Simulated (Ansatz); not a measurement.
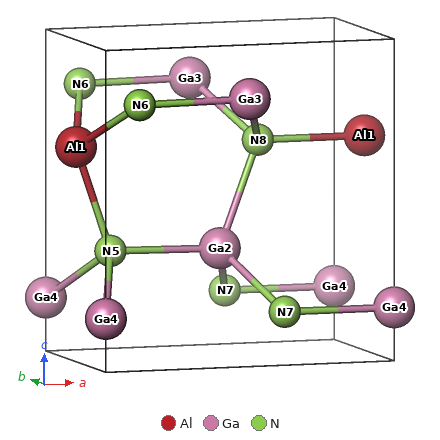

The system is AlGa₃N₄ (Pm, No. 6; 8 atoms in the cell); the picture shows the reference structure. The cell is strained homogeneously, by one strain along x and y and another along z, with fractional coordinates fixed (x along [1 0 0], z along [0 0 1] of the conventional cell). Coordinates scanned: (1) strain along x and y; (2) strain along z. Grid: 5 × 5 points. At 4 points there is no value. Points are written as (first, second). All energies are given in meV/atom relative to the lowest grid point. All numbers below come from DFT PBEsol, scalar-relativistic, plane waves, PAW (Ansatz). Settings: cutoff 420 eV, k-mesh 6×8×6 in the order of the run's cell vectors, gaussian smearing 0.05 eV, no spin polarisation.

Its coordinates:

```
CELL_PARAMETERS angstrom
5.14235 0.00000 0.00012
0.00000 3.16498 0.00000
-0.00359 0.00000 5.47849
ATOMIC_POSITIONS crystal
Al 0.00060 0.50000 0.66736
Ga 0.49912 0.50000 0.33492
Ga 0.49903 0.00000 0.83156
Ga 0.99986 0.00000 0.16618
N 0.11967 0.50000 0.34010
N 0.11765 0.00000 0.82638
N 0.62044 0.00000 0.16622
N 0.63123 0.50000 0.66730
```

Range: strain along x and y from −3.0 to 3.0 %; strain along z from −3.0 to 3.0 %.

> What landscape does the calculation give?

The lowest grid point is at (0.0 %, 0.0 %). It is the only kind of minimum in the scanned range. The highest grid point, (−3.0 %, −3.0 %), lies 59.7 meV/atom above the lowest. Round the minimum the valley is somewhat tilted: raising strain along x and y shifts the best value of strain along z downwards (coupling k₁₂/√(k₁₁k₂₂) about 0.3). The gap on the k-mesh is 2.4 eV at the lowest point and runs from 1.8 to 3.0 eV over the map.

| strain along z ↓, strain along x and y → | −3.0 | −1.5 | 0.0 | 1.5 | 3.0 |
| --- | --- | --- | --- | --- | --- |
| 3.0 | 35.3 | 15.2 | 12.1 | 24.1 | 49.2 |
| 1.5 | 31.4 | – | 3.2 | – | 36.1 |
| 0.0 | 33.7 | 8.1 | 0.0 | 7.4 | 28.5 |
| −1.5 | 42.9 | – | 3.4 | – | 27.0 |
| −3.0 | 59.7 | 27.8 | 14.0 | 16.1 | 32.4 |

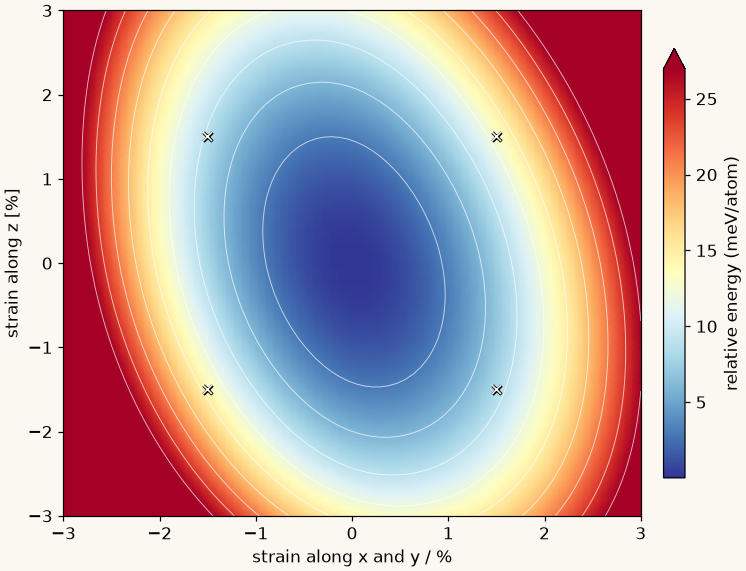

Drawn: a smooth colour map with a few white contour lines, crosses at grid points without a value, one colour for all values above the top of the scale. Between grid points the surface is interpolated.
